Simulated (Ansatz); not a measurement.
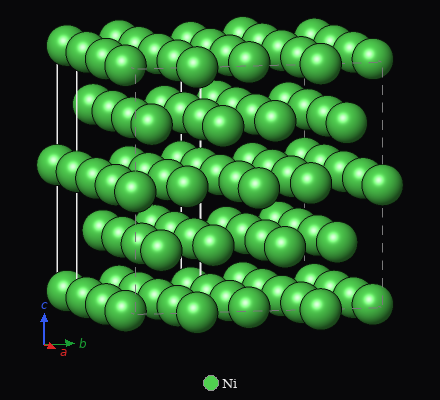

The structure; the drawing may span several cells.

Given this structure, coordinates from a relaxation with DFT, revPBE, plane waves (420 eV) with PAW, scalar-relativistic in Ansatz 0.2.0; the starting structure was generated, so it need not be a known form of this composition, written in its standard cell:

```cif
data_structure
_symmetry_space_group_name_H-M 'P 1'
_symmetry_Int_Tables_number 1
_cell_length_a 2.4512
_cell_length_b 4.3707
_cell_length_c 8.3896
_cell_angle_alpha 90.000
_cell_angle_beta 90.000
_cell_angle_gamma 90.000
_cell_volume 89.88
loop_
_atom_site_label
_atom_site_type_symbol
_atom_site_fract_x
_atom_site_fract_y
_atom_site_fract_z
_atom_site_occupancy
Ni1 Ni 0.50000 0.50000 0.50000 1
Ni2 Ni 0.75000 0.25000 0.25000 1
Ni3 Ni 0.50000 0.00000 0.00000 1
Ni4 Ni 0.75000 0.75000 0.75000 1
Ni5 Ni 0.00000 0.50000 0.00000 1
Ni6 Ni 0.25000 0.25000 0.75000 1
Ni7 Ni 0.00000 0.00000 0.50000 1
Ni8 Ni 0.25000 0.75000 0.25000 1
```

Question: What does the kinematic electron diffraction pattern along [100] look like at 80 kV (B = 0.5 Å²)?

Answer: The spots form a centred rectangular net whose two shortest vectors correspond to d = 2.10 Å and 1.94 Å, 62.5° apart. They are 0 0 4 and 0 2 2. The pattern has symmetry 2mm. The lattice centring (F) removes all reflections that break h + k = 2n, h + l = 2n; a glide plane extinguishes reflections such as 0 0 2, 0 2 0, 0 2 -4.

Strongest reflections with d > 0.80 Å, one of each family (|F|² from tabulated Gaussian fits of the electron scattering factors, times a small damping for the curvature of the Ewald sphere):

```json
{"hkl": "0 0 4", "d (Å)": "2.097", "I (strongest = 100)": "100"}
{"hkl": "0 2 2", "d (Å)": "1.938", "I (strongest = 100)": "86"}
{"hkl": "0 2 6", "d (Å)": "1.178", "I (strongest = 100)": "29"}
{"hkl": "0 4 0", "d (Å)": "1.093", "I (strongest = 100)": "23"}
{"hkl": "0 0 8", "d (Å)": "1.049", "I (strongest = 100)": "21"}
{"hkl": "0 4 4", "d (Å)": "0.969", "I (strongest = 100)": "16"}
```

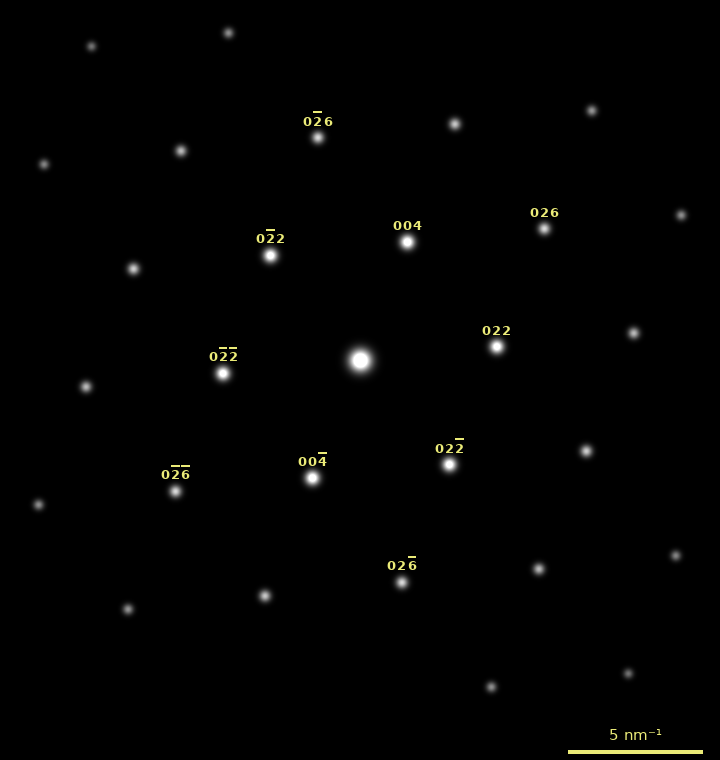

Calculated pattern, seen from the source side with [100] pointing towards the source.
